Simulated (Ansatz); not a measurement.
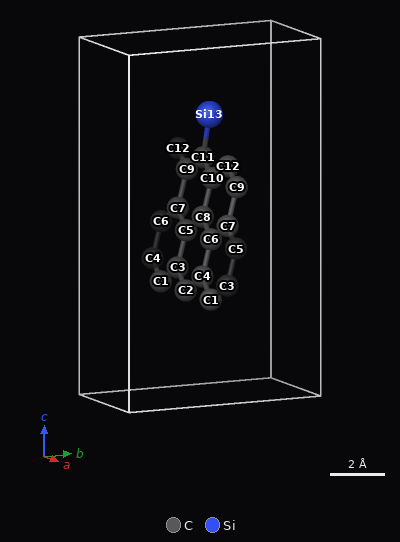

*The input geometry (ball-and-stick view of the cell of the calculation, with the vacuum cut short, seen slightly off an axis; neighbours outside the cell are drawn fainter; atoms are numbered from 1 in the order of the input). An atom can appear more than once, as a periodic image.*

Run report: SiC₁₂, geometry relaxation (part 1 of 2)

The run: geometry relaxation of SiC₁₂ (slab, 13 atoms in the cell). Method and program: DFT PBE, scalar-relativistic, plane waves, PAW, PAW set soft_1, no spin polarisation (Ansatz 0.2.0).

The structure derives from a Materials Project entry. The input holds or restrains some coordinates. Forces given for the steps count only the free coordinates. Figures and captions count atoms from 1; the log counts them from 0 in places.

**Log**
```
Engine: ansatz 0.2.0, aarch64-unknown-linux-gnu
Pseudopotentials: kind: paw
Pseudopotential: C, paw, valence charge 4, recommended cutoff 420 eV (normal), [file]
Pseudopotential: Si, paw, valence charge 4, recommended cutoff 420 eV (normal), [file]
Functional definition: PBE
  parameter kappa = 0.804
  parameter beta = 0.06672455060314922
  exchange = pbe_x(kappa = kappa, mu = beta*pi^2/3)
  correlation = pbe_c(beta = beta)
Crystal: 13 atoms, lattice volume = 879.360 Å³
Basis set: ecut = 420 eV, 17169 PW (Γ), exchange–correlation on 72×120×288 points (8 copies of the dense FFT grid, shifted against one another)
Bands: 39, of which v1, the nominal top of the filled ones, is band 26 counted from 1 (25 counted from 0)
Symmetry: 1 space group operations
Space group: P1 (ITA 1), of the structure as read, at distance tolerance 9.6e-5 Å
k-points: 10 of 18 (time reversal used)
Non-local potential: C, projectors of the file, l = 0: 2, l = 1: 2, l = 2: 1
Non-local potential: Si, projectors of the file, l = 0: 2, l = 1: 2, l = 2: 1
PAW form: soft (Blöchl's): semilocal exchange-correlation on the pseudo side does not see the compensation charge
PAW one-centre angular grid: C, 110 points (default); XC on 64 Gauss nodes
PAW one-centre angular grid: Si, 110 points (default); XC on 64 Gauss nodes
Initial density: superposition of atomic densities (neutral atoms: chi_scale 0, normalization atom)
Initial wavefunctions: pseudopotential atomic-orbital guess
Functional: x = pbe(κ = 0.804, μ = 0.2195149727645171), c = pbe(β = 0.06672455060314922)
SCF iter   1: F=—  HF=-3645.256452 eV  |F-HF|=—  |Δ(HF+E_count)|=         —  Δρ=5.22e-2  dr2=5.64e1  ethr=3.10e-3  p=0.000 e·Å  D=1.42e-7 V/Å  ΔV_dip=-0.00 eV  dr2_dipole=1.27e1  V_vac-E_F(+/−)=8.26/8.26 eV  ⟨swp⟩=10.4  Hψ=2419  notcnv=0  defer=26
efield: sawtooth ramp at fractional position 0.8372 (placed from the atoms, in the widest stretch of the axis that holds none; the zero of the levels goes with the place), width 0.0400; the density the first Hamiltonian is built on has a dipole p = 0.000 e·Å; the dipole correction subtracts the counter field D = 1.42e-7 V/Å, which shifts the + side's vacuum level by -0.00 eV against the − side's; the planar-averaged density in the ramp window peaks in size at 2.5e-7 e/Å³
preconditioner: auto → Resta (q_TF=auto, 1.703 Å⁻¹)  ε∞=1.5  [insulator: Δε(μ)=0.402 eV  Ē_g=12.456 eV  σ=0.100 eV  W_gap=1.00  n_scr=76 (ndim 8)  ℏωp=8.5 eV  f_vac=0.731  D(μ)=0.10/eV (n_scr^D=0)  ε∞_Penn≈1.5  vacuum switching on, ρ_ref=1.1e-2 e/Å³]
SCF iter   2: F=—  HF=-3770.284219 eV  |F-HF|=—  |Δ(HF+E_count)|=    1.25e2  Δρ=1.20e-1  dr2=2.29e3  ethr=3.10e-3  p=4.973 e·Å  D=1.02e0 V/Å  ΔV_dip=-20.76 eV  dr2_dipole=1.57e3  V_vac-E_F(+/−)=-3.28/17.49 eV  ⟨swp⟩=24.4  Hψ=6812  notcnv=0  defer=72  recentre
preconditioner: auto → LDOS  [metal: Δε(μ)=0.008 eV  Ē_g=10.048 eV  σ=0.100 eV  W_gap=0.04  n_scr=76 (ndim 8)  ℏωp=8.9 eV  f_vac=0.749  D(μ)=9.72/eV (n_scr^D=30)  β→1.0]
SCF iter   3: F=—  HF=-3641.721202 eV  |F-HF|=—  |Δ(HF+E_count)|=    1.29e2  Δρ=3.98e-2  dr2=2.37e1  ethr=3.10e-3  p=0.077 e·Å  D=1.59e-2 V/Å  ΔV_dip=-0.32 eV  dr2_dipole=2.65e0  V_vac-E_F(+/−)=7.93/8.25 eV  ⟨swp⟩=11.2  Hψ=3294  notcnv=0  defer=68
SCF iter   4: F=—  HF=-3638.178250 eV  |F-HF|=—  |Δ(HF+E_count)|=    3.54e0  Δρ=2.85e-2  dr2=1.16e1  ethr=3.10e-3  p=0.665 e·Å  D=1.37e-1 V/Å  ΔV_dip=-2.78 eV  dr2_dipole=1.79e-1  V_vac-E_F(+/−)=4.88/7.64 eV  ⟨swp⟩=4.9  Hψ=831  notcnv=0  defer=69
SCF iter   5: F=—  HF=-3637.943541 eV  |F-HF|=—  |Δ(HF+E_count)|=   2.35e-1  Δρ=2.63e-2  dr2=1.72e1  ethr=3.10e-3  p=0.842 e·Å  D=1.73e-1 V/Å  ΔV_dip=-3.52 eV  dr2_dipole=1.05e0  V_vac-E_F(+/−)=3.40/6.91 eV  ⟨swp⟩=6.4  Hψ=1164  notcnv=0  defer=75
SCF iter   6: F=—  HF=-3635.611554 eV  |F-HF|=—  |Δ(HF+E_count)|=    2.33e0  Δρ=9.33e-3  dr2=1.83e0  ethr=3.10e-3  p=1.300 e·Å  D=2.67e-1 V/Å  ΔV_dip=-5.43 eV  dr2_dipole=4.13e-2  V_vac-E_F(+/−)=1.10/6.50 eV  ⟨swp⟩=6.6  Hψ=957  notcnv=0  defer=56
SCF iter   7: F=—  HF=-3635.411025 eV  |F-HF|=—  |Δ(HF+E_count)|=   2.01e-1  Δρ=6.09e-3  dr2=1.09e0  ethr=3.10e-3  p=1.048 e·Å  D=2.16e-1 V/Å  ΔV_dip=-4.37 eV  dr2_dipole=5.05e-3  V_vac-E_F(+/−)=1.90/6.25 eV  ⟨swp⟩=3.6  Hψ=541  notcnv=0  defer=60
SCF iter   8: F=—  HF=-3635.245452 eV  |F-HF|=—  |Δ(HF+E_count)|=   1.66e-1  Δρ=2.82e-3  dr2=3.66e-1  ethr=2.09e-3  p=0.297 e·Å  D=6.12e-2 V/Å  ΔV_dip=-1.24 eV  dr2_dipole=8.81e-2  V_vac-E_F(+/−)=4.85/6.09 eV  ⟨swp⟩=3.0  Hψ=849  notcnv=0  defer=75
SCF iter   9: F=—  HF=-3635.269026 eV  |F-HF|=—  |Δ(HF+E_count)|=   2.36e-2  Δρ=4.36e-3  dr2=5.59e-1  ethr=7.03e-4  p=-0.003 e·Å  D=-6.22e-4 V/Å  ΔV_dip=0.01 eV  dr2_dipole=5.45e-4  V_vac-E_F(+/−)=6.12/6.12 eV  ⟨swp⟩=2.2  Hψ=441  notcnv=0  defer=75
SCF iter  10: F=—  HF=-3635.196744 eV  |F-HF|=—  |Δ(HF+E_count)|=   7.23e-2  Δρ=1.59e-3  dr2=5.89e-2  ethr=7.03e-4  p=0.329 e·Å  D=6.76e-2 V/Å  ΔV_dip=-1.37 eV  dr2_dipole=6.95e-7  V_vac-E_F(+/−)=4.74/6.11 eV  ⟨swp⟩=2.2  Hψ=419  notcnv=0  defer=75
SCF iter  11: F=—  HF=-3635.189386 eV  |F-HF|=—  |Δ(HF+E_count)|=   7.36e-3  Δρ=8.53e-4  dr2=7.97e-3  ethr=1.13e-4  p=0.343 e·Å  D=7.05e-2 V/Å  ΔV_dip=-1.43 eV  dr2_dipole=9.06e-5  V_vac-E_F(+/−)=4.63/6.06 eV  ⟨swp⟩=2.0  Hψ=591  notcnv=0  defer=75
SCF iter  12: F=—  HF=-3635.188309 eV  |F-HF|=—  |Δ(HF+E_count)|=   1.08e-3  Δρ=3.67e-4  dr2=1.99e-3  ethr=1.53e-5  p=0.337 e·Å  D=6.94e-2 V/Å  ΔV_dip=-1.41 eV  dr2_dipole=1.17e-5  V_vac-E_F(+/−)=4.64/6.05 eV  ⟨swp⟩=2.0  Hψ=514  notcnv=0  defer=75
SCF iter  13: F=—  HF=-3635.188264 eV  |F-HF|=—  |Δ(HF+E_count)|=   4.56e-5  Δρ=2.04e-4  dr2=6.90e-4  ethr=3.83e-6  p=0.332 e·Å  D=6.84e-2 V/Å  ΔV_dip=-1.39 eV  dr2_dipole=3.61e-5  V_vac-E_F(+/−)=4.66/6.05 eV  ⟨swp⟩=2.7  Hψ=507  notcnv=0  defer=75
SCF iter  14: F=—  HF=-3635.188274 eV  |F-HF|=—  |Δ(HF+E_count)|=   1.02e-5  Δρ=6.43e-5  dr2=6.02e-5  ethr=1.33e-6  p=0.333 e·Å  D=6.85e-2 V/Å  ΔV_dip=-1.39 eV  dr2_dipole=5.28e-7  V_vac-E_F(+/−)=4.66/6.05 eV  ⟨swp⟩=1.0  Hψ=315  notcnv=0  defer=75
SCF iter  15: F=—  HF=-3635.188283 eV  |F-HF|=—  |Δ(HF+E_count)|=   9.66e-6  Δρ=2.82e-5  dr2=2.92e-5  ethr=1.16e-7  p=0.334 e·Å  D=6.88e-2 V/Å  ΔV_dip=-1.40 eV  dr2_dipole=1.02e-5  V_vac-E_F(+/−)=4.66/6.06 eV  ⟨swp⟩=2.2  Hψ=507  notcnv=0  defer=75
SCF iter  16: F=-3635.188285 eV  HF=-3635.188285 eV  |F-HF|=1.84e-7  |Δ(HF+E_count)|=   1.48e-6  Δρ=9.28e-6  dr2=9.95e-7  ethr=3.00e-8  p=0.335 e·Å  D=6.89e-2 V/Å  ΔV_dip=-1.40 eV  dr2_dipole=1.89e-7  V_vac-E_F(+/−)=4.66/6.06 eV  ⟨swp⟩=33.6  Hψ=5388  notcnv=0
SCF 1 converged in 16 iterations: F = -3635.188285 eV  dr2 = 9.95e-7
  greatest PAW one-centre occupation: 0.728 electrons in one spin orbital (limit 2), on the Si atom at site 12 (counted from 0), in its partial waves of l = 0
relax step   1: F+E_penalty+E_count = -3635.18828513 eV  Δ(F+E_penalty+E_count) = +0.000e0 eV  max|allowed force component| = 1.986e-2 eV/Å  Δτ_max = 0.0000 Å  (16 SCF iters, dr2 threshold 1.56e-5 eV, accepted)
Initial density: handed on by an earlier stage of this run
Initial wavefunctions: those handed on with the density
iter 1 solved again at ethr=1.84e-9 eV; its pass at ethr=3.10e-3 eV (dr2=9.55e-7 eV) is discarded
SCF iter   1: F=—  HF=-3635.188249 eV  |F-HF|=—  |Δ(HF+E_count)|=         —  Δρ=9.34e-6  dr2=9.52e-7  ethr=1.84e-9  p=0.335 e·Å  D=6.89e-2 V/Å  ΔV_dip=-1.40 eV  dr2_dipole=1.54e-7  V_vac-E_F(+/−)=4.66/6.06 eV  ⟨swp⟩=1.0  Hψ=1020  notcnv=0
efield: sawtooth ramp at fractional position 0.8372 (handed on by an earlier solve), width 0.0400; the density the first Hamiltonian is built on has a dipole p = 0.335 e·Å; the dipole correction subtracts the counter field D = 6.89e-2 V/Å, which shifts the + side's vacuum level by -1.40 eV against the − side's; the planar-averaged density in the ramp window peaks in size at 4.2e-7 e/Å³
preconditioner: auto → LDOS  [insulator: Δε(μ)=0.141 eV  Ē_g=11.420 eV  σ=0.100 eV  W_gap=0.63  n_scr=76 (ndim 8)  ℏωp=8.9 eV  f_vac=0.760  D(μ)=8.01/eV (n_scr^D=22)  ε∞_Penn≈1.6  β→1.0]
SCF iter   2: F=—  HF=-3635.188285 eV  |F-HF|=—  |Δ(HF+E_count)|=   3.66e-5  Δρ=7.41e-6  dr2=8.75e-7  ethr=1.83e-9  p=0.335 e·Å  D=6.90e-2 V/Å  ΔV_dip=-1.40 eV  dr2_dipole=9.76e-8  V_vac-E_F(+/−)=4.66/6.06 eV  ⟨swp⟩=2.0  Hψ=564  notcnv=0
SCF iter   3: F=—  HF=-3635.188286 eV  |F-HF|=—  |Δ(HF+E_count)|=   1.11e-7  Δρ=3.26e-6  dr2=1.32e-7  ethr=1.68e-9  p=0.335 e·Å  D=6.90e-2 V/Å  ΔV_dip=-1.40 eV  dr2_dipole=2.69e-10  V_vac-E_F(+/−)=4.66/6.06 eV  ⟨swp⟩=2.3  Hψ=505  notcnv=0
SCF iter   4: F=-3635.188286 eV  HF=-3635.188286 eV  |F-HF|=6.16e-8  |Δ(HF+E_count)|=   1.23e-7  Δρ=1.51e-6  dr2=2.91e-8  ethr=1.92e-10  p=0.335 e·Å  D=6.90e-2 V/Å  ΔV_dip=-1.40 eV  dr2_dipole=7.09e-10  V_vac-E_F(+/−)=4.66/6.06 eV  ⟨swp⟩=15.3  Hψ=2923  notcnv=0
SCF 2 converged in 4 iterations: F = -3635.188286 eV  dr2 = 2.91e-8
relax step   2: F+E_penalty+E_count = -3635.18828571 eV  Δ(F+E_penalty+E_count) = -5.835e-7 eV  max|allowed force component| = 1.995e-2 eV/Å  Δτ_max = 0.0000 Å  (4 SCF iters, accepted)
```

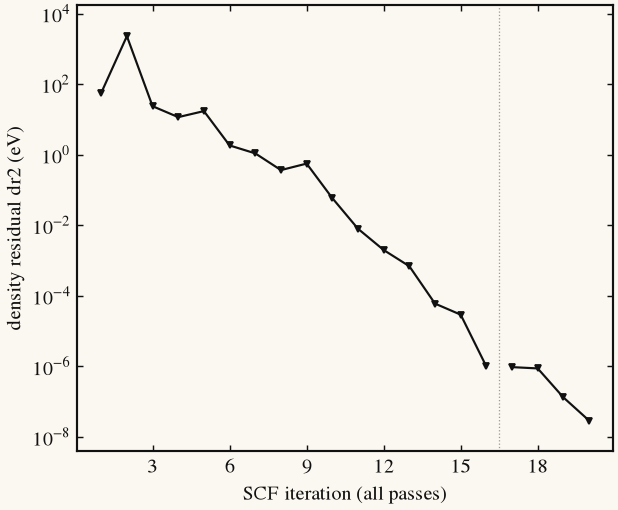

*Convergence of the self-consistent field: density residual dr2 against the SCF iteration. The dotted lines part the SCF passes of the relaxation: geometry steps, rejected trials and re-solves on a re-selected basis.*

The passes take 16 and 4 iterations.

```
WARN: The output density's exchange-correlation potential varies sharply where the density is thin. Do not read a vacuum level from v_tot or v_xc, or from such a field of the output density. On a cell that repeats whose density bears no net charge and no dipole along the vacuum's axis use v_es (v_loc + v_h of the components); under efield.dipole_correction with no amplitude use v_es + v_field, which holds any external_charges[].barrier, or the levels of the report's work_function block, which leave it out; under a non-zero efield.amplitude the vacuum is tilted and has no level; on a cell that repeats and bears such a dipole with no correction it is tilted too, and efield.dipole_correction with no amplitude gives each side of its ramp a level where efield: is served; in a cell that repeats whose density bears a net charge (total_charge, or a fill off its count) it is curved and has none; of a slab under crystal.periodic whose density bears no net charge use v_es, which has a level on each side, short of where the two are joined; of another it falls or rises all the way out and has none; of a slab beside external_charges read slab_vacuum_level instead, which it has where they leave it neutral. The grid or the basis barely resolves most such structure, and the values can differ between equally converged runs; as a rule a tighter scf.convergence.dr2_threshold does not remove it. Where the density itself ripples (under the LDA too) a higher basis.ecutwfc lessens it. The files hold the spikes' plane waves up to the density's cutoff. Files: v_tot_of_output_density and the like, and their columns of v_z.tsv (output.write_potential); v_xc_of_output_density and the like, and their columns of v_comp_z.tsv (output.write_potential_components). Measured: with its Gaussian average of σ = 0.25 Å subtracted twice, the exchange-correlation potential is over 0.1 eV at 4112 of the grid points where the equally averaged density (valence and model cores) is under 1e-3 e/Å³, and 0.889 eV at the most among them, at an averaged density of 1.9e-5 e/Å³. The input density's (outcome.potential() and, of a run that writes arrays, v_tot and v_xc) is over 0.1 eV, so measured, at 4069 points of its own thin density, 0.920 eV at the most. See output.write_potential in the manual, Limitations
SCF converged after 4 iterations
Free energy (F): -3635.188286 eV
Harris-Foulkes:  -3635.188286 eV  (|F-HF|=6.16e-8)
Internal energy: -3635.148237 eV  (E = F + TS)
E sigma→0 (E₀):  -3635.168261 eV
Entropy (-TS):   -0.040049 eV (-3.081 meV/atom)
Fermi energy:    -3.550742 eV
Dipole field:    D = 0.068971 V/Å  (p = 0.335175 e·Å, saw-weighted, corrected)
Work function:   Φ+ = 4.6618 eV   Φ− = 6.0613 eV
Levels:          The Fermi level and band energies are counted from a zero that moves with the ramp; work functions are not
--- Per-component energies (eV) ---
  E_band       = -589.660148
  E_kinetic    = 1080.884906
  E_local      = -14635.777087  (includes V_loc(G=0)·N_el)
  E_nonlocal   = 308.552101
  E_hartree    = 6738.593487
  E_xc         = -611.286255
  E_vxc        = -729.522762  (∫ρ·V_xc dr)
  E_paw        = -1710.203679  (= ΣΔE_a)
  E_vpaw       = -92.870392  (= ΣTr[D̂ρ^β])
  E_aug_tail   = 0.000238  (compensation charges beyond the density's cutoff)
  E_efield     = 0.011559  (sawtooth field / dipole correction)
  E_vefield    = 1.888498  (∫n·V_field dr)
  E_ewald      = 5194.076493
  E_smearing   = -0.040049  (= −TS)
  E_closure    = 0.000000  (closes the sum)
  Σ components = -3635.188286   (vs F -3635.188286, Δ=0.00e0)
```
